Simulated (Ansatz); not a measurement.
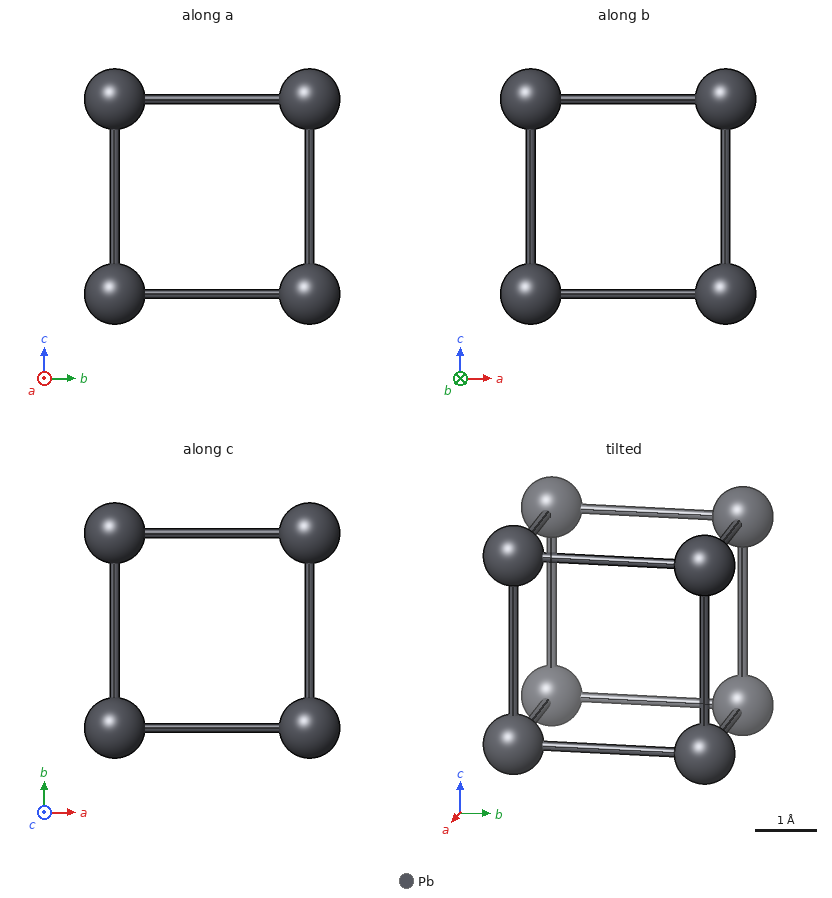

View along the a axis, along the b axis, along the c axis and slightly off an axis, drawn as a ball-and-stick model. Atoms at the boundary of the conventional unit cell (the box) are drawn once for each face, edge or corner they touch.

Lattice parameters: a = 3.2109 Å, b = 3.2109 Å, c = 3.2109 Å, α = 90.000°, β = 90.000°, γ = 90.000°.

> Express the structure as a CIF in P1 with every atom of the cell.

```cif
data_structure
_symmetry_space_group_name_H-M 'P 1'
_symmetry_Int_Tables_number 1
_cell_length_a 3.2109
_cell_length_b 3.2109
_cell_length_c 3.2109
_cell_angle_alpha 90.000
_cell_angle_beta 90.000
_cell_angle_gamma 90.000
_cell_volume 33.10
loop_
_atom_site_label
_atom_site_type_symbol
_atom_site_fract_x
_atom_site_fract_y
_atom_site_fract_z
_atom_site_occupancy
Pb1 Pb 0.0000 0.0000 0.0000 1
```

Starting structure: a structure type filled with this element by a generator (whether the element takes this form wasn't checked). Earlier steps of the study may have refined or changed the cell and positions. Ansatz was used for an electronic-structure calculation on it.
